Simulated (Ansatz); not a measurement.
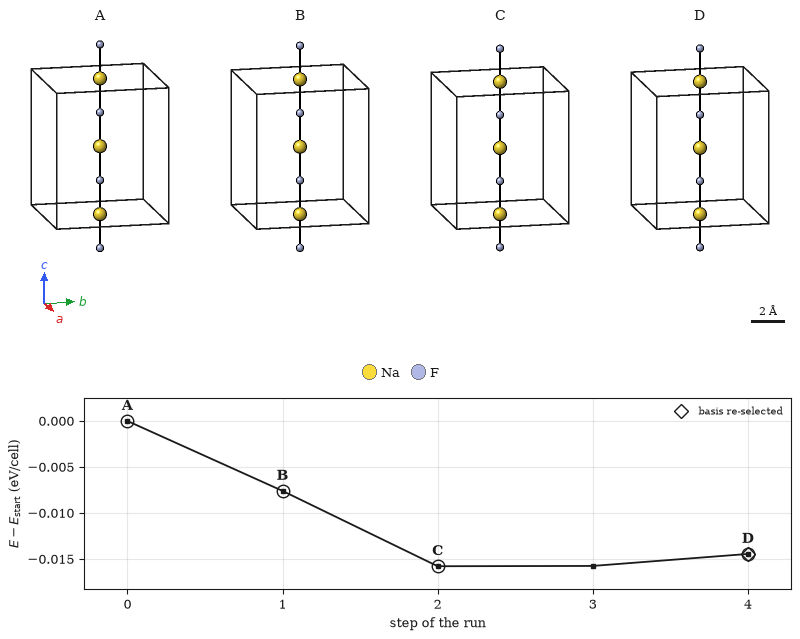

Frames of a relaxation of a wire of composition NaF, marked on the history of the run. The picture is a ball-and-stick view of the 2 repeat of the cell, with the vacuum cut short, seen slightly off an axis.

Case: linear chain of atoms.

Computed with DFT PBE, scalar-relativistic, plane waves, PAW in Ansatz.

Input file:
```yaml
crystal:
  lattice:
    - [9.0, 0.0, 0.0]
    - [0.0, 9.3, 0.0]
    - [0.0, 0.0, 4.2295388979]
  atoms:
    - { symbol: Na, position: [0.5, 0.5, 0.0], spin: 0.5 }
    - { symbol: F, position: [0.5, 0.5, 0.5], spin: 0.5 }
basis:
  ecutwfc: 420
kpoints:
  mp_grid: { grid: [1, 1, 15] }
hamiltonian:
  xc: pbe
scf:
  occupations: { method: gaussian, width: 0.05 }
output:
  forces: true
  stress: true
  eigenvalues: true
  populations: true
  write_density: true
  write_potential: true
  elf: true
  volumetric_format: npy
magnetization:
  spin_polarized: true
relax:
  adjacent_minimum: "off"
  f_tol: 0.01
  max_steps: 45
  cell: { fix: [a, b, alpha, beta, gamma], stress_tol: 0.03 }
```

Run as
```bash
ansatz run input.yaml --threads 2 --pin off --max-ram 5120MiB --backend cpu --events-out ev --progress --plain --runs-dir out
```

Describe the path.

The atoms keep their places relative to the layer's centre (all moves are under 0.005 Å). Along the periodic axis the drawn cell goes c 8.459 → 8.261 Å (−2.3 %). Some distances before and after: Na1–F2 2.115 → 2.065 Å. After 3 accepted moves (4 points after the start) the energy has fallen by 14.4 meV per cell of the calculation. All forces vanish by symmetry, so only the cell relaxes. At 1 point the geometry stayed and the basis and grid were re-selected for the new cell (energy shift of 1.3 meV per cell of the calculation at most each time). The program noted that the starting moments weren't kept. The run took 14 s on 2 threads of Arm Neoverse V2 (shared host), peak memory 0.5 GiB. From step 0 to 1: energy −7.6 meV per cell of the calculation. From step 1 to 2: energy −8.2 meV per cell of the calculation. From step 2 to 4: energy +1.3 meV per cell of the calculation.

| step | E − E(0), meV/atom | note |
| --- | --- | --- |
| 0 | 0.00 |  |
| 1 | -3.80 |  |
| 2 | -7.89 |  |
| 3 | -7.87 |  |
| 4 | -7.22 | same geometry, new basis |
